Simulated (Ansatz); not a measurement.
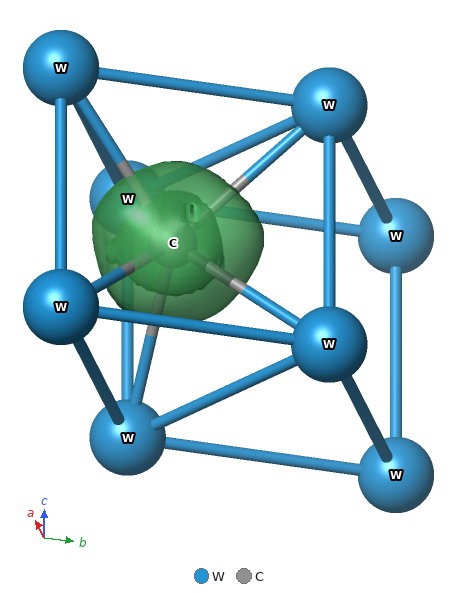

The picture shows: WC. Isosurface of the ELF at 0.7 (green), seen at an oblique angle. Core shells and regions of very low density are left out. Sticks mark near contacts.

Space group P-6m2; computed pressure about 5 GPa in this cell.

All numbers below come from Ansatz 0.2.0, Kohn-Sham DFT of a periodic cell, PBE, spin-orbit coupling, Ansatz PAW.

In a PAW calculation such maps are meaningful between the atoms, not at the nuclei.

Where are the electrons localised?

Answer. The ELF exceeds this value in one region wrapped around C (its valence shell), counted in one cell of 2 atoms. Regions shared between cells count once. Profiles from the grid: W–C (2.20 Å): the ELF peaks at about 0.80 in the valence shell of C, 0.7 Å from its nucleus, and is about 0.30 at the midpoint. W–W (2.84 Å): the ELF is about 0.30 at the midpoint.

Does the calculation make it a metal, or give it a gap?

Answer. It is gapless in this calculation (a metal or semimetal).
